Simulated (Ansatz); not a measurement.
# C6H8 (1,3-Cyclohexadiene), step by step

We compute a series of 8 runs (HF/STO-3G, UHF/STO-3G, HF/3-21G, HF/6-31G*) of C6H8. 

The results are computed with Ansatz 0.2.0.

## (1) The system as given

C6H8: 14 atoms, total charge 0, spin state singlet. As SMILES, `C1=CCCC=C1`. Geometry: relaxed at PBE0-D4/def2-TZVP. The run starts from this shape.

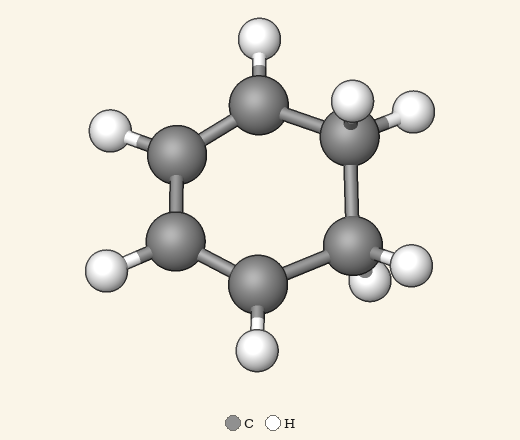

The structure, seen from a chosen angle (carbon grey, hydrogen white).

## (2) A structure relaxation at HF/STO-3G (start density atoms) (run 1)

job.yaml

```yaml
crystal:
  periodic: [false, false, false]
  atoms:
    - symbol: C
      position_ang: [-0.368800, -1.509750, 0.053650]
    - symbol: C
      position_ang: [0.417410, -0.957880, 0.981200]
    - symbol: C
      position_ang: [0.929420, 0.439410, 0.800870]
    - symbol: C
      position_ang: [-0.059100, 1.301560, 0.025840]
    - symbol: C
      position_ang: [-0.609540, 0.573900, -1.163530]
    - symbol: C
      position_ang: [-0.762120, -0.752170, -1.127710]
    - symbol: H
      position_ang: [-0.705760, -2.535870, 0.154260]
    - symbol: H
      position_ang: [0.744910, -1.532050, 1.841590]
    - symbol: H
      position_ang: [1.155780, 0.899310, 1.765970]
    - symbol: H
      position_ang: [1.883990, 0.389860, 0.254650]
    - symbol: H
      position_ang: [0.413370, 2.239770, -0.275330]
    - symbol: H
      position_ang: [-0.899610, 1.579070, 0.680470]
    - symbol: H
      position_ang: [-0.938120, 1.145490, -2.025230]
    - symbol: H
      position_ang: [-1.201810, -1.280690, -1.966710]
basis:
  gaussian:
    orbitals: STO-3G
hamiltonian:
  xc: hf
relax:
  f_tol: 0.002
output: {orbitals: {seedname: orbitals}}
```

Command:

```sh
ansatz run job.yaml --threads 1 --pin off --max-ram 3480MiB --events-out events.jsonl --progress --plain --runs-dir runs
```

What it wrote:

```text
Warning: RAYON_NUM_THREADS=1 ignored (pool sized by the plan → 1); use --threads N
The last accepted step is kept in runs//last_step.txt (removed where the run ends without a failure and the disk answers)
[... 87 lines left out ...]
Total energy: -6232.60032966 eV, -229.0438375069 hartree
[... 14 lines left out ...]
Dipole moment:     0.029131     0.058290     0.027683 e Å
```

Run time: 13 s. Hardware: 1 thread of Arm Neoverse V2, shared host; peak memory 0.086 GiB.

Step by step:

```
step  energy from the first frame kept (eV)  largest force (eV/Å)
   1                                 0.0000                2.3082
   2                                -0.0971                0.4842
   3                                -0.1033                0.3147
   4                                -0.1096                0.0784
   5                                -0.1108                0.0414
   6                                -0.1123                0.0317
   7                                -0.1128                0.0338
   8                                -0.1130                0.0112
   9                                -0.1130                0.0063
  10                                -0.1130                0.0052
  11                                -0.1130                0.0025
  12                                -0.1130                0.0012
```

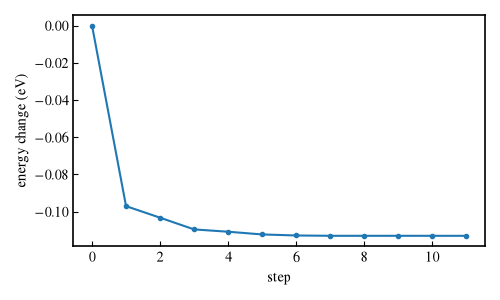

Energy along the run.

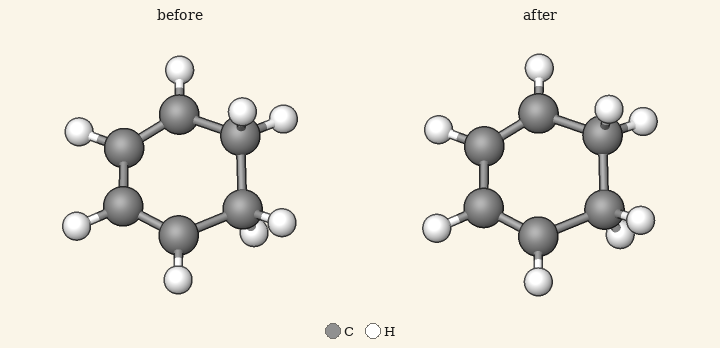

Before and after, at one scale.

After the run. Bond lengths: C1–C2 1.315 Å, C2–C3 1.527 Å, C3–C4 1.548 Å, C4–C5 1.527 Å, C1–C6 1.489 Å, C5–C6 1.315 Å, C1–H7 1.083 Å, C2–H8 1.083 Å, C3–H9 1.088 Å, C3–H10 1.092 Å, C4–H11 1.088 Å, C4–H12 1.092 Å, C5–H13 1.083 Å, C6–H14 1.083 Å. Some angles: C1–C2–C3 121.7°, C2–C1–C6 120.9°, C2–C3–C4 112.4°, C3–C4–C5 112.4°, C4–C5–C6 121.7°, C1–C6–C5 120.9°, C1–C2–H8 121.4°, C3–C2–H8 116.8°, C2–C1–H7 121.4°, C6–C1–H7 117.7°.

## (3) The harmonic vibrations at HF/STO-3G (start density atoms) (run 2)

run.yaml

```yaml
crystal:
  periodic: [false, false, false]
  atoms:
    - symbol: C
      position_ang: [-0.336748, -1.538402, 0.042574]
    - symbol: C
      position_ang: [0.435793, -0.995009, 0.957103]
    - symbol: C
      position_ang: [0.921206, 0.448226, 0.843636]
    - symbol: C
      position_ang: [-0.033987, 1.326682, -0.000763]
    - symbol: C
      position_ang: [-0.654404, 0.557605, -1.164822]
    - symbol: C
      position_ang: [-0.806036, -0.747818, -1.128256]
    - symbol: H
      position_ang: [-0.648209, -2.573019, 0.109293]
    - symbol: H
      position_ang: [0.796872, -1.566910, 1.803426]
    - symbol: H
      position_ang: [1.033911, 0.882840, 1.835045]
    - symbol: H
      position_ang: [1.913282, 0.445287, 0.388266]
    - symbol: H
      position_ang: [0.505014, 2.195789, -0.373069]
    - symbol: H
      position_ang: [-0.838549, 1.704761, 0.632737]
    - symbol: H
      position_ang: [-1.008366, 1.143726, -2.004396]
    - symbol: H
      position_ang: [-1.279761, -1.283799, -1.940783]
basis:
  gaussian:
    orbitals: STO-3G
phonons:
  temperatures: {t_min: 298.15, t_max: 298.15, t_step: 1}
hamiltonian:
  xc: hf
```

Command:

```sh
ansatz run run.yaml --threads 1 --pin off --max-ram 3480MiB --events-out events.jsonl --progress --plain --runs-dir runs
```

What it wrote:

```text
Warning: RAYON_NUM_THREADS=1 ignored (pool sized by the plan → 1); use --threads N
[... 451 lines left out ...]
Total energy: -6232.60036270 eV, -229.0438387208 hartree
[... 14 lines left out ...]
Dipole moment:     0.029131     0.058289     0.027684 e Å
Vibrations: 163.76 340.97 561.62 586.59 647.42 794.45 911.40 936.49 991.79 1092.30 1099.76 1136.69 1197.22 1203.85 1249.08 1264.37 1362.00 1391.32 1420.83 1505.57 1592.03 1666.63 1674.59 1689.99 1815.04 1829.79 2021.03 2070.80 3586.27 3587.96 3698.49 3699.83 3704.62 3706.31 3730.91 3737.06 cm⁻¹, zero-point energy 3.946964 eV
```

It took 72 s on 1 thread of Arm Neoverse V2, shared host; peak memory 0.087 GiB.

Runs 3 to 7 aren't shown in full; the table further down has their settings and results.

## (4) Vibrational wavenumbers at HF/6-31G(d) (Cartesian functions, start density atoms) (run 8)

in.yaml

```yaml
crystal:
  periodic: [false, false, false]
  atoms:
    - {symbol: C, position_ang: [-0.355110, -1.520783, 0.052750]}
    - {symbol: C, position_ang: [0.425085, -0.973515, 0.972211]}
    - {symbol: C, position_ang: [0.929393, 0.442144, 0.813498]}
    - {symbol: C, position_ang: [-0.053212, 1.310656, 0.018871]}
    - {symbol: C, position_ang: [-0.627837, 0.567708, -1.164953]}
    - {symbol: C, position_ang: [-0.778656, -0.747450, -1.129903]}
    - {symbol: H, position_ang: [-0.684851, -2.541177, 0.143657]}
    - {symbol: H, position_ang: [0.754343, -1.543113, 1.824292]}
    - {symbol: H, position_ang: [1.116289, 0.890959, 1.783928]}
    - {symbol: H, position_ang: [1.890482, 0.411410, 0.299216]}
    - {symbol: H, position_ang: [0.439572, 2.221611, -0.305821]}
    - {symbol: H, position_ang: [-0.875100, 1.619884, 0.665401]}
    - {symbol: H, position_ang: [-0.957408, 1.136802, -2.017249]}
    - {symbol: H, position_ang: [-1.222971, -1.275178, -1.955908]}
basis:
  gaussian:
    orbitals: "6-31G*"
hamiltonian:
  xc: hf
phonons:
  temperatures: {t_min: 298.15, t_max: 298.15, t_step: 1}
```

Command:

```sh
ansatz run in.yaml --threads 1 --pin off --max-ram 3480MiB --events-out events.jsonl --progress --plain --runs-dir runs
```

What it wrote:

```text
Warning: RAYON_NUM_THREADS=1 ignored (pool sized by the plan → 1); use --threads N
[... 449 lines left out ...]
Total energy: -6308.46727069 eV, -231.8318961652 hartree
[... 14 lines left out ...]
Dipole moment:     0.029502     0.059107     0.028087 e Å
Vibrations: 198.26 332.45 518.49 558.53 609.24 745.15 836.54 865.60 908.15 996.78 1019.55 1081.32 1105.72 1110.35 1143.24 1159.56 1277.47 1304.82 1307.36 1387.20 1484.60 1507.92 1540.85 1570.41 1621.57 1636.68 1827.66 1879.34 3164.60 3171.86 3236.63 3237.87 3341.12 3348.64 3365.69 3376.44 cm⁻¹, zero-point energy 3.581759 eV
```

Run time: 3.8 min. Hardware: 1 thread of Arm Neoverse V2, shared host; peak memory 0.22 GiB.

## (5) Overview of the runs

```csv
run,level,task,walk f tol,partner,energy (Eh),dipole moment (D),wall time
1,HF/STO-3G (start density atoms),optimise,0.002,base,-229.043838,0.34,13 s
2,HF/STO-3G (start density atoms),frequencies,–,base,-229.043839,0.34,72 s
3,UHF/STO-3G (start density atoms),energy,–,cation,-228.828254,–,0.69 s
4,UHF/STO-3G (start density atoms),optimise,–,cation,-228.851207,–,11 s
5,HF/3-21G (start density atoms),optimise,0.002,base,-230.543205,0.39,10 s
6,HF/3-21G (start density atoms),frequencies,–,base,-230.543204,0.39,90 s
7,"HF/6-31G* (Cartesian functions, start density atoms)",optimise,0.002,base,-231.831896,0.34,34 s
8,"HF/6-31G* (Cartesian functions, start density atoms)",frequencies,–,base,-231.831896,0.34,3.8 min
```

## (6) Summary of results

| quantity | value |
| --- | --- |
| run 8, HF/6-31G*: total energy | -231.83190 Eh |
| run 8, HF/6-31G*: dipole moment | 0.34 D |
| run 8, HF/6-31G*: largest force on an atom | 0.001 eV/Å |
| run 8, HF/6-31G*: lowest harmonic wavenumber | 198 cm⁻¹ |
| run 8, HF/6-31G*: highest harmonic wavenumber | 3376 cm⁻¹ |
| run 8, HF/6-31G*: zero-point energy | 345.6 kJ/mol |
| vertical ionisation energy (to the doublet cation) | 5.866 eV |
| adiabatic ionisation energy (to the doublet cation, no zero-point term) | 5.242 eV |

What this shows: Removing an electron at fixed nuclei costs 5.87 eV (135 kcal/mol). In a minimal basis such a difference can be off by several eV, whatever the method. The adiabatic ionisation energy (to the doublet cation, no zero-point term) is 5.24 eV (506 kJ/mol). Its partner is spin-contaminated (⟨S²⟩ = 0.92 against 0.75), so the difference is in doubt. In runs 1, 2, 3, 4 the basis is minimal, so the values are rough. Spin contamination of the reference: run 4 ⟨S²⟩ = 0.92, run 3 ⟨S²⟩ = 0.85. All runs together took 7.7 min, the longest 3.8 min.
